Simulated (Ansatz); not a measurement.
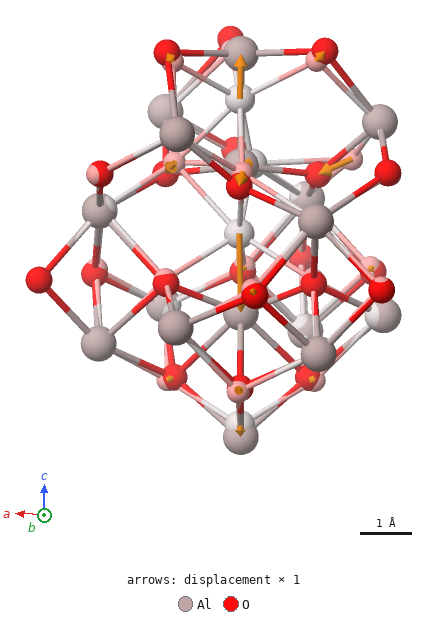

This is a relaxation of a defect cell of composition Al$_{49}$O$_{72}$ (cell charge +1). The starting structure is drawn faded, the final one solid; orange arrows show the displacements, at their true length.

Style: ball-and-stick. Shown: the atoms within 4.2 Å of the atom that moves most (axes of the cell of the calculation (origin shifted)), from a free direction.

These are results of Ansatz, DFT, PBEsol, PAW, plane waves, not measurements. Settings: plane-wave cutoff 420 eV; k-point mesh 1 × 1 × 1; mesh shifted by (0.25, 0.25, 0.25); no spin polarisation; atoms relaxed in a fixed cell; force threshold 0.03 eV/Å; at most 80 steps.

Question: What happened in the run?

Answer: An Al atom moves most: 1.57 Å along −c. Largest moves by element: Al 1.57 Å, O 0.77 Å. The cell doesn't change. Some distances before and after: Al–Al 1.447 → 2.913 Å, Al–O 3.436 → 2.044 Å, Al–O 3.407 → 2.044 Å, Al–Al 3.808 → 2.465 Å. New bonds form, among them: Al–O (3.41 → 2.04 Å), Al–O (3.42 → 2.04 Å), Al–O (3.44 → 2.04 Å). Bonds break, among them: Al–O (1.97 → 3.19 Å), Al–O (1.98 → 3.19 Å). Among the angles between lasting bonds that change: Al–Al–O 135.3° → 93.8°, Al–O–Al 170.2° → 132.0°, Al–O–Al 75.0° → 112.7°. After 16 geometry steps the energy has fallen by 36.271 eV per cell of the calculation. The largest force component goes from 40 to 0.025 eV/Å.

Limits of the set-up: the cell is charged, on a uniform background, and energies carry no finite-size correction.
